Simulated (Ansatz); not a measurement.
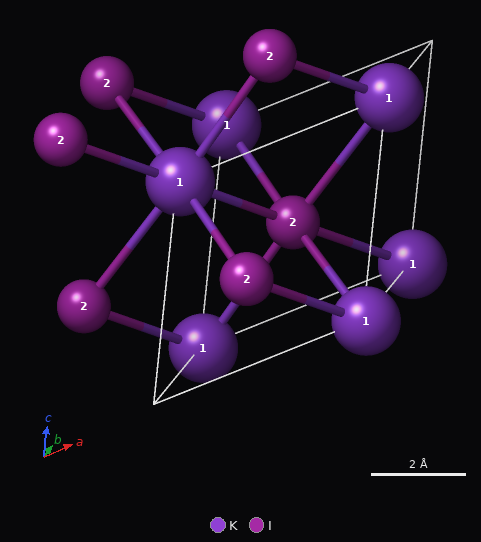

Fig. 1: The input geometry (ball-and-stick view of the cell of the calculation, seen slightly off an axis; bonded neighbours outside the cell are drawn too; atoms are numbered from 1 in the order of the input). Near neighbours in the crystal (not all of them lie inside the picture): K has 6 I at 3.43 to 3.63 Å; I has 6 K at 3.43 to 3.63 Å.

Run report: KI, single-point calculation

The run: single-point calculation of KI (2 atoms in the cell). Method and program: DFT PBEsol, scalar-relativistic, plane waves, PAW, no spin polarisation (Ansatz 0.2.0).

The structure derives from an entry of the Crystallography Open Database. Figures and captions count atoms from 1; the log counts them from 0 in places.

The program's output:
```
Engine: ansatz 0.2.0, aarch64-unknown-linux-gnu
Pseudopotentials: kind: paw
Pseudopotential: K, paw, valence charge 9, recommended cutoff 420 eV (normal), K.paw.azcp
Pseudopotential: I, paw, valence charge 17, recommended cutoff 420 eV (normal), I.paw.azcp
Functional definition: PBEsol
  exchange = pbesol_x
  correlation = pbesol_c
Crystal: 2 atoms, lattice volume = 88.182 Å³
Basis set: ecut = 420 eV, 1759 PW (Γ), exchange–correlation on 72×72×72 points (8 copies of the dense FFT grid, shifted against one another)
Bands: 17, of which v1, the nominal top of the filled ones, is band 13 counted from 1 (12 counted from 0)
Symmetry: 1 space group operations
Space group: P1 (ITA 1), of the structure as read, at distance tolerance 4.5e-5 Å
k-points: 260 of 512 (time reversal used)
Non-local potential: K, projectors of the file, l = 0: 3, l = 1: 2, l = 2: 2
Non-local potential: I, projectors of the file, l = 0: 2, l = 1: 2, l = 2: 2, l = 3: 2
PAW form: soft (Blöchl's): semilocal exchange-correlation on the pseudo side does not see the compensation charge
PAW frozen core: K, regenerated for the run's functional, and the local potential with it (the file was generated under x = pbe(κ = 0.804, μ = 0.2195149727645171), c = pbe(β = 0.06672455060314922))
PAW frozen core: I, regenerated for the run's functional, and the local potential with it (the file was generated under x = pbe(κ = 0.804, μ = 0.2195149727645171), c = pbe(β = 0.06672455060314922))
PAW one-centre angular grid: K, 110 points (default); XC on 64 Gauss nodes
PAW one-centre angular grid: I, 590 points (default); XC on 64 Gauss nodes
Initial density: superposition of atomic densities (neutral atoms: chi_scale 0, normalization atom), corrected by the library's trained network
Initial wavefunctions: pseudopotential atomic-orbital guess
Functional: x = pbesol(κ = 0.804, μ = 0.12345679012345678), c = pbesol(β = 0.046)
SCF iter   1: F=—  HF=-8951.249901 eV  |F-HF|=—  |Δ(HF+E_count)|=         —  Δρ=1.81e-3  dr2=2.07e-3  ethr=1.77e-3  ⟨swp⟩=7.6  Hψ=26824  notcnv=0
preconditioner: auto → none  [insulator: Δε(μ)=3.817 eV  Ē_g=13.610 eV  σ=0.050 eV  W_gap=1.00  n_scr=14 (ndim 8)  ℏωp=14.8 eV  f_vac=0.139  D(μ)=0.00/eV (n_scr^D=0)  ε∞_Penn≈2.2]
SCF iter   2: F=—  HF=-8951.248388 eV  |F-HF|=—  |Δ(HF+E_count)|=   1.51e-3  Δρ=8.13e-4  dr2=3.08e-4  ethr=7.98e-6  ⟨swp⟩=2.1  Hψ=10198  notcnv=0
SCF iter   3: F=—  HF=-8951.248422 eV  |F-HF|=—  |Δ(HF+E_count)|=   3.47e-5  Δρ=2.43e-4  dr2=6.62e-5  ethr=1.19e-6  ⟨swp⟩=2.0  Hψ=7800  notcnv=0
SCF iter   4: F=—  HF=-8951.248394 eV  |F-HF|=—  |Δ(HF+E_count)|=   2.81e-5  Δρ=9.45e-5  dr2=3.76e-6  ethr=2.55e-7  ⟨swp⟩=2.0  Hψ=7800  notcnv=0
SCF iter   5: F=—  HF=-8951.248397 eV  |F-HF|=—  |Δ(HF+E_count)|=   2.34e-6  Δρ=1.18e-5  dr2=1.29e-7  ethr=1.44e-8  ⟨swp⟩=3.0  Hψ=7827  notcnv=0
SCF iter   6: F=-8951.248397 eV  HF=-8951.248397 eV  |F-HF|=1.07e-9  |Δ(HF+E_count)|=   3.91e-8  Δρ=2.01e-6  dr2=2.20e-9  ethr=3.85e-10  ⟨swp⟩=7.0  Hψ=20275  notcnv=0
SCF 1 converged in 6 iterations: F = -8951.248397 eV  dr2 = 2.20e-9
  greatest PAW one-centre occupation: 0.999 electrons in one spin orbital (limit 2), on the I atom at site 1 (counted from 0), in its partial waves of l = 2
```

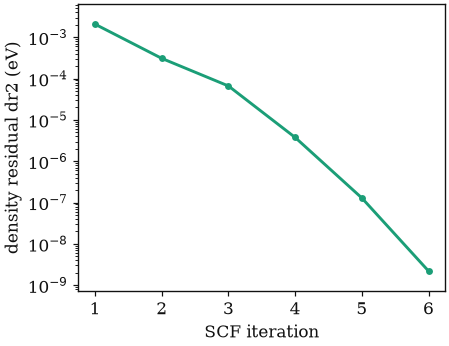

Fig. 2: Convergence of the self-consistent field: density residual dr2 against the SCF iteration. The residual falls at every step.

```
SCF converged after 6 iterations
Free energy (F): -8951.248397 eV
Harris-Foulkes:  -8951.248397 eV  (|F-HF|=1.07e-9)
Internal energy: -8951.248397 eV  (E = F + TS)
E sigma→0 (E₀):  -8951.248397 eV
Fermi energy:    4.079183 eV
--- Per-component energies (eV) ---
  E_band       = -522.925562
  E_kinetic    = 442.934621
  E_local      = -2833.506512  (includes V_loc(G=0)·N_el)
  E_nonlocal   = -74.608984
  E_hartree    = 1341.074865
  E_xc         = -260.510156
  E_vxc        = -291.923501  (∫ρ·V_xc dr)
  E_paw        = -5499.244396  (= ΣΔE_a)
  E_vpaw       = -447.970402  (= ΣTr[D̂ρ^β])
  E_aug_tail   = 0.000009  (compensation charges beyond the density's cutoff)
  E_ewald      = -2067.907871
  E_core_change = 0.520027  (= ΣΔE_core)
  E_smearing   = -0.000000  (= −TS)
  E_closure    = 0.000000  (closes the sum)
  Σ components = -8951.248397   (vs F -8951.248397, Δ=0.00e0)
--- Forces (eV/Å), atoms counted from 1 ---
  atom   1  K     -0.00810498    -0.00970315    -0.09706665
  atom   2  I      0.00811288     0.00971252     0.09713368
  max |Σ_I F_I| component: 6.70e-5 eV/Å
--- Stress (GPa, compression-positive) ---
       -0.292834      -0.000272      -0.002669
       -0.000272      -0.292382      -0.003195
       -0.002669      -0.003195      -0.155096
  P = ⅓ Tr σ = -0.2468 GPa (-2.468 kbar)
--- Band table (eV; the first three rows and the last of 260) ---
  k-point 0: bands = ["-40.5370", "-40.5369", "-40.5342", "-40.5340", "-40.5340", "-26.1481", "-9.7061", "-9.7031", "-9.7031", "-8.3706", "2.1674", "2.1683", "2.1683", "5.9895", "8.6165", "8.6194", "8.6209"]
  k-point 1: bands = ["-40.5370", "-40.5369", "-40.5342", "-40.5340", "-40.5340", "-26.1478", "-9.7323", "-9.7046", "-9.7035", "-8.3247", "1.9031", "2.1142", "2.1145", "6.3774", "8.5253", "8.7844", "8.7870"]
  k-point 2: bands = ["-40.5370", "-40.5369", "-40.5342", "-40.5340", "-40.5340", "-26.1470", "-9.7926", "-9.7055", "-9.7044", "-8.2190", "1.3910", "1.9904", "1.9910", "7.0971", "8.6475", "9.2180", "9.2206"]
  k-point 259: bands = ["-40.5370", "-40.5369", "-40.5342", "-40.5340", "-40.5340", "-26.1459", "-9.8665", "-9.7067", "-9.7056", "-8.0785", "0.8250", "1.8285", "1.8287", "7.5605", "9.7632", "10.2505", "10.2581"]
--- Bader charges: 2 sites ---
  site symbol  charge [e]  shift [e]
     0      K      0.8111     0.0000
     1      I     -0.8111     0.0000
  estimated error of the sums over rays = 1.1e-4 e
```

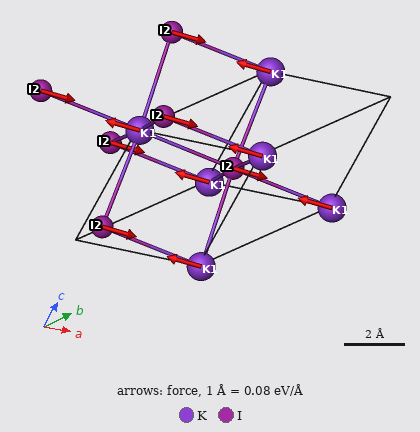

Fig. 3: Forces on the atoms as red arrows (ball-and-stick view of the cell of the calculation, seen at an oblique angle; bonded neighbours outside the cell are drawn too; atoms are numbered from 1 in the order of the input). The largest act on I2 (0.10 eV/Å); K1 (0.10 eV/Å). The geometry is not a stationary point of this energy.

The run was set up as follows.

Input:
```yaml
crystal:
  lattice:
    - [0.0, 3.532775, 3.532775]
    - [3.532775, 0.0, 3.532775]
    - [3.532775, 3.532775, 0.0]
  atoms:
    - { symbol: K, position: [0.0142649394, 0.0137832478, -0.0113377219] }
    - { symbol: I, position: [0.5, 0.5, 0.5] }
basis:
  ecutwfc: 420
  fft_grid_basis: typed
kpoints:
  mp_grid: { grid: [8, 8, 8] }
hamiltonian:
  xc: pbesol
scf:
  occupations: { method: gaussian, width: 0.05 }
output:
  forces: true
  stress: true
  eigenvalues: true
  bader: true
  write_density: true
  volumetric_format: npy
```

Launch command:
```bash
ansatz run input.yaml --threads 1 --pin off --max-ram 2560MiB --backend cpu --events-out ev --progress --plain --runs-dir out
```

Key numbers:

- outcome: converged
- space group (tolerance 0.01 Å): Cm (8)
- electrons treated: 26
- free energy: −8951.2484 eV
- Fermi energy: 4.079 eV
- gap on the k-point mesh: 3.82 eV
- pressure: −0.25 GPa
- largest force (length of the vector): 0.098 eV/Å
- hardware: 1 thread of Arm Neoverse V2, 128 GiB of memory available, shared host
- wall time: 42 s
- peak memory: 0.7 GiB
